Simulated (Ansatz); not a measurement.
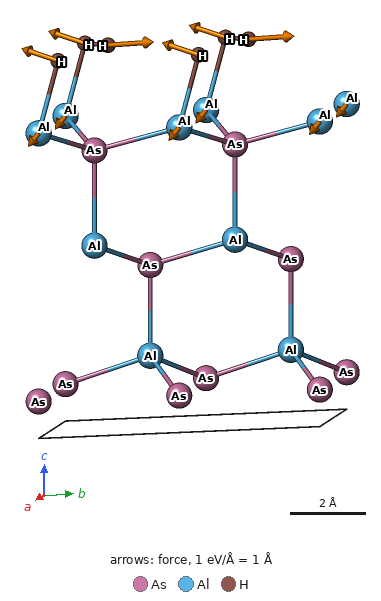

Starting geometry of a slab of composition Al3As3H2 (cut from the F-43m phase) with the computed forces as orange arrows. The picture is a ball-and-stick view of the 1 × 2 repeat of the cell, outlined in the plane, without the vacuum, seen slightly off an axis.

Case: H2 put at a bridge As-As site. The slab is the (1 1 1) face of AlAs with H2 on it. 3 atoms are held fixed.

Level of theory: DFT PBEsol, scalar-relativistic, plane waves, PAW in Ansatz 0.2.0. Settings: plane-wave cutoff 420 eV; k-point mesh 9 × 9 × 1; occupations gaussian; smearing width 0.05 eV; no spin polarisation; dipole correction; atoms relaxed in a fixed cell; force threshold 0.03 eV/Å; at most 70 steps.

### Is this structure relaxed? If not, where do the atoms go?

It isn't relaxed: the largest force vector, on an H atom, is 1.46 eV/Å. The final displacements have little in common with the starting forces (cosine between the two patterns 0.13). Over 13 accepted moves (15 points after the start) the energy falls by 0.224 eV per cell of the calculation. Largest force component: 1.4 eV/Å at the start, 0.0073 eV/Å at the end. 2 steps only repeated the SCF at the same geometry. The forces were under the threshold at step 8, but the run went on from there. An H atom moves most: 1.42 Å at 83° to the normal (+c side). By element the largest moves are H 1.42 Å, Al 0.03 Å, As 0.02 Å. The lattice vectors keep their values. Near-neighbour distances that change, for instance: Al–H 2.020 → 2.747 Å, Al–As 2.578 → 2.547 Å, H–H 0.750 → 0.778 Å, Al–As 2.430 → 2.439 Å.

Limits of the set-up: the periodic images lie only 4.0 Å apart, so the values are limited by the cell's size.
